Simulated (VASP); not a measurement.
# Binding against coverage on NbN(001), part 4 of 4

How do binding energy and the level below the vacuum change as the layer fills? Model: NbN(001), 2 x 2, four layers.

VASP 6.6.1, plane waves and PAW; the level of theory is named at each step.

So far: Set-up; Relax the state, PBEsol; Potential of the state, PBEsol.

## 6. Free molecule: F2, PBEsol

Each gas relaxes alone in a box.

Level: PBEsol; plane waves and PAW (F).

System, named by how it was started: F2. The cell holds 2 atoms: 2 F. Cell: a = 10.000 Å, b = 10.500 Å, c = 13.000 Å, α = 90.0°, β = 90.0°, γ = 90.0°. Vacuum lies along a, b and c.

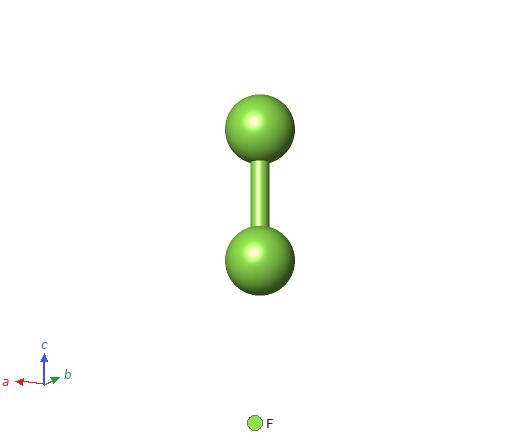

The cell at the end of this step (fluorine green).

Contents of INCAR:

```
SYSTEM = F
PREC = Normal
ENCUT = 400
EDIFF = 1E-05
NELM = 120
ISMEAR = 0
SIGMA = 0.01
LREAL = Auto
ALGO = Normal
GGA = PS
NBANDS = 13
LASPH = .TRUE.
LORBIT = 11
LWAVE = .FALSE.
LCHARG = .FALSE.
NCORE = 4
IBRION = 2
NSW = 60
ISIF = 2
EDIFFG = -0.03
POTIM = 0.4
MAXMIX = 40
ISYM = 0
```

Contents of POSCAR:

```
F
1.0
   10.0000000000      0.0000000000      0.0000000000
    0.0000000000     10.5000000000      0.0000000000
    0.0000000000      0.0000000000     13.0000000000
F
2
Direct
    0.5000000000      0.5000000000      0.4457692300
    0.5000000000      0.5000000000      0.5542307700
```

Contents of KPOINTS:

```
Automatic mesh
0
Gamma
1 1 1
0 0 0
```

Potentials, in the order of the species: F (PBE family, release 64).

The run is started by

```console
> mpirun -np 16 vasp_gam
```

The log of the run:

```text
[banner, memory and clock lines left out]
running   16 mpi-ranks, on    1 nodes
[...]
|                                                                             |
|               ----> ADVICE to this user running VASP <----                  |
|                                                                             |
|     You have a (more or less) 'small supercell' and for smaller cells       |
|     it is recommended to use the reciprocal-space projection scheme!        |
|     The real-space optimization is not efficient for small cells and it     |
|     is also less accurate ...                                               |
|     Therefore, set LREAL=.FALSE. in the INCAR file.                         |
|                                                                             |

 [... a notice as in an earlier step ...]

 LDA part: xc-table for (Slater+PW92), standard interpolation
|                                                                             |
|           W    W    AA    RRRRR   N    N  II  N    N   GGGG   !!!           |
[...]
N       E                     dE             d eps       ncg     rms          rms(c)
DAV:   1    -0.385210531721E+01    0.14371E-03   -0.71252E-02    32   0.191E+00    0.848E-02
DAV:   2    -0.385191104897E+01    0.19427E-03   -0.93773E-04    32   0.222E-01    0.416E-02
DAV:   3    -0.385214814908E+01   -0.23710E-03   -0.33330E-05    32   0.408E-02    0.423E-03
DAV:   4    -0.385214686647E+01    0.12826E-05   -0.16536E-06    32   0.793E-03
   2 F= -.38521469E+01 E0= -.38521469E+01  d E =0.111903E-03
 trial-energy change:    0.000112  1 .order    0.000116   -0.000236    0.000469
 step:   0.3348(harm=  0.3348)  dis= 0.00071  next Energy=    -3.852298 (dE=-0.395E-04)
[...]
N       E                     dE             d eps       ncg     rms          rms(c)
DAV:   1    -0.385228939419E+01   -0.14125E-03   -0.31605E-02    32   0.127E+00    0.567E-02
DAV:   2    -0.385228936634E+01    0.27851E-07   -0.39326E-04    32   0.145E-01    0.570E-03
DAV:   3    -0.385230617240E+01   -0.16806E-04   -0.14657E-06    24   0.957E-03    0.121E-03
DAV:   4    -0.385230758349E+01   -0.14111E-05   -0.16862E-07    24   0.290E-03
   3 F= -.38523076E+01 E0= -.38523076E+01  d E =-.488140E-04
[...]
reached required accuracy - stopping structural energy minimisation
```

The job ended after 5 s (16 MPI ranks of Intel Xeon 6975P-C (Granite Rapids), shared host; peak memory 2.3 GiB).

From OUTCAR (step 6):

```text
  Total       -2.8920828     -2.9482913     -1.7759093     -0.0000000     -0.0000000     -0.0000000
  in kB       -3.3946003     -3.4605754     -2.0844847     -0.0000000     -0.0000001     -0.0000000
  external PRESSURE =      -2.9798868 kB  Pullay stress =       0.0000000 kB

 POSITION                                       TOTAL-FORCE (eV/Angst)
 -----------------------------------------------------------------------------------
      5.00000      5.25000      5.79571        -0.000000      0.000000     -0.000101
      5.00000      5.25000      7.20429         0.000000     -0.000000      0.000101
 -----------------------------------------------------------------------------------
    total drift:                                0.000000     -0.000000     -0.000001

  FREE ENERGIE OF THE ION-ELECTRON SYSTEM (eV)
  ---------------------------------------------------
  free  energy   TOTEN  =        -3.8523075835 eV

  energy  without entropy=       -3.8523075835  energy(sigma->0) =       -3.85230758

[... 1 part as in an earlier step ...]

[... 3 further parts left out ...]
[key lines of the parts left out:]
E-fermi :  -9.1964
```

Numbers from this step:

| Property | Result |
| --- | --- |
| energy(sigma→0) of the program | -3.8523 eV |
| ionic steps | 3 |

## 7. The energy by hand

For “3 of 4 Nb sites hold F”, from the relaxed energies at PBEsol: [-360.961 − (-343.000) − (1.5) × (-3.852)] / 3 = -4.06 eV.

## 8. The whole series

Some reference runs are cited from another series that ran the same input; their times are those of that series.

The other members went through these steps as far as the tables show, with one cutoff; 6 runs are not shown. The session took 11 core hours (wall time by ranks) on a shared machine.

Mean binding energy of one F against half of F2; static energies, no zero-point or thermal terms; level: Fermi level of a metal, highest filled level otherwise.

```
                 state  coverage in layers  from state  gas taken up (+) or given off (-)  energy, PBEsol (eV)
                 clean                   0                                                                    
1 of 4 Nb sites hold F                0.25       clean                            +0.5 F2                -4.30
2 of 4 Nb sites hold F                0.50       clean                              +1 F2                -4.14
3 of 4 Nb sites hold F                0.75       clean                            +1.5 F2                -4.06
4 of 4 Nb sites hold F                1.00       clean                              +2 F2                -4.00
```

A blank entry does not apply, was not run or did not finish.

```
                 state  level below the vacuum (eV)  gap (eV)  nearest pair between the added atoms and the rest  its distance (Å)
                 clean                         3.18      0.00                                                                     
1 of 4 Nb sites hold F                         4.68      0.00                                               F-Nb              1.92
2 of 4 Nb sites hold F                         5.83      0.00                                               F-Nb              1.90
3 of 4 Nb sites hold F                         6.57      0.00                                               F-Nb              1.86
4 of 4 Nb sites hold F                         7.11      0.00                                               F-Nb              1.85
```

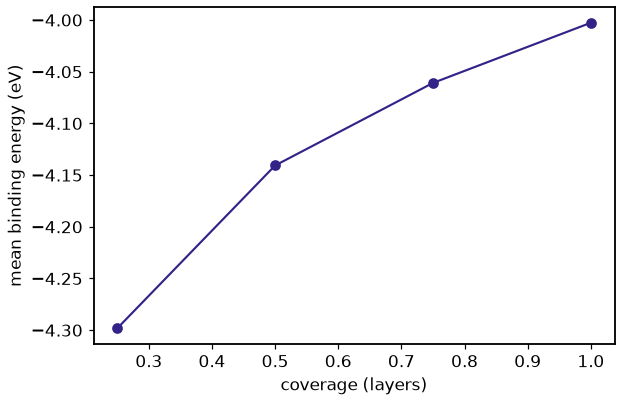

Binding against coverage.

## 9. Results

```
binding at 0.25 layers : -4.30 eV
binding at 1 layers    : -4.00 eV
```

From 0.25 to 1 layers the mean binding weakens by 0.30 eV. The differential binding, step by step, is -3.98, -3.90, -3.83 eV an atom. The level below the vacuum on the upper side spans 3.18 eV (“clean”) to 7.11 eV (“4 of 4 Nb sites hold F”). Vacuum levels are VASP's own where it printed one and read from the planar potential otherwise; the two differ by up to about 0.05 eV, so smaller differences between rows mean nothing. The work function of the untouched lower face drifts by 0.27 eV over the series, a sign that the slab may be too thin to part the two faces. The crystal is taken in the rock-salt form at a typed lattice constant, and the added atoms are held on top sites by symmetry. The slabs ran without spin polarisation, which may matter for added atoms with open shells. One start was relaxed for each state, in a small cell at high coverage; entropy of the gases, which favours steps that give off gas, is left out.

[Lines on the potential files, build, host, timing and source positions are cut from VASP's logs without a mark.]

[Logs are printed without paths, hosts, clocks, repeated set-up lines and the standing remarks that a program may print on its own settings, such as how far it seeks lower states.]

[Hosts, paths, dates, database ids (printed as entryN), source tags and the programs' standing remarks are cut or masked in the printed files.]
